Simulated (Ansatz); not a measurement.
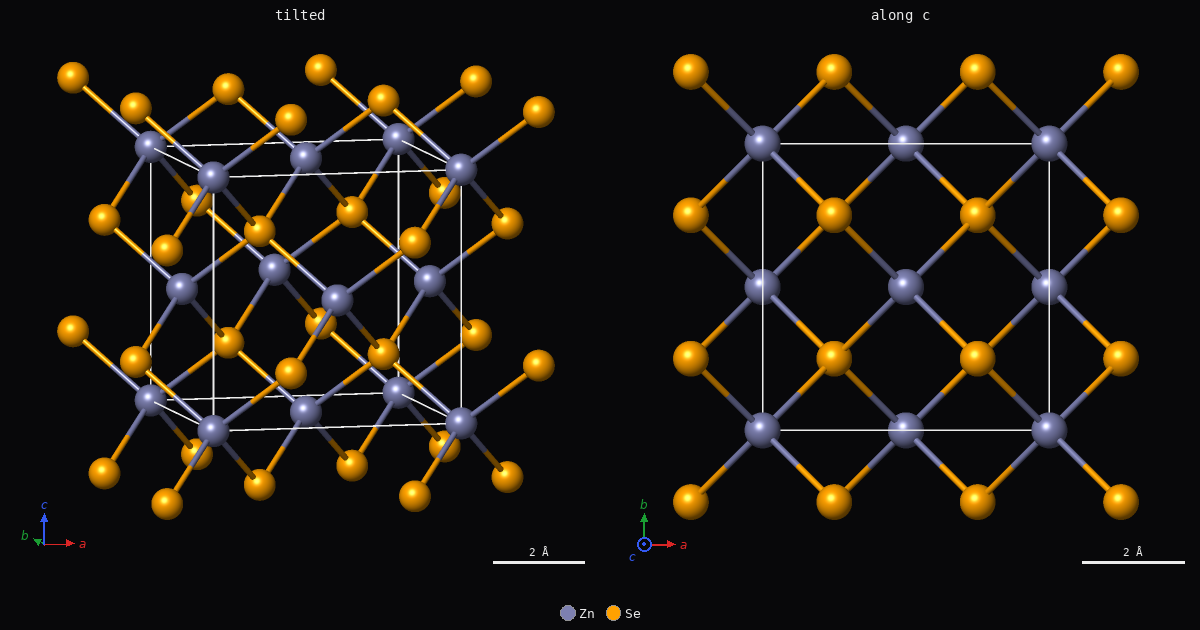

Shown here is a ball-and-stick view of the crystal, taken slightly off an axis and along the c axis. The conventional unit cell is drawn as a box. Some atoms of the next cells are drawn as well.

ZnSe, space group F-43m (No. 216), a = 5.63 Å, b = 5.63 Å, c = 5.63 Å, α = 90.00°, β = 90.00°, γ = 90.00°.

All computed values are from DFT PBEsol, scalar-relativistic, plane waves, PAW in Ansatz 0.2.0. Settings: E_cut = 420 eV, k-points about 0.24 Å⁻¹ apart, Gaussian smearing of 0.02 eV, no spin polarisation.

**Metal or not?**

A semiconductor at this level, with a gap of 1.24 eV on the k-mesh (the true edges may lie between mesh points, so the gap can be somewhat smaller).

The starting point was a structure listed in the Materials Project. Relaxation method: DFT PBEsol, scalar-relativistic, plane waves, PAW (Ansatz 0.2.0).
